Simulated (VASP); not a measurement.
Ir: space group P6_3/mmc (No. 194), a = 2.701 Å, b = 2.701 Å, c = 4.429 Å, α = 90.00°, β = 90.00°, γ = 120.00°. Origin: the end point of a relaxation with VASP Kohn-Sham DFT of a periodic cell, LDA, VASP PAW LDA potentials, recommended in VASP. Forms under 0.4 % of the area are left out.

Which faces does the BFDH rule predict for this crystal?

Answer. The forms computed, by share of the surface:

```csv
form,faces,d (Å),share of area (%)
{100},6,2.339,40.6
{101},12,2.069,39.5
{002},2,2.215,20.0
```

The crystal is roughly equant (blocky). Widths along a, b and c stand as 1.00 : 1.00 : 0.91.

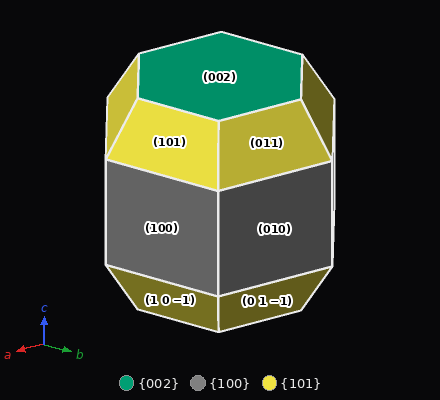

The computed shape, faces indexed. The rule is geometric and ignores bonding and growth conditions.
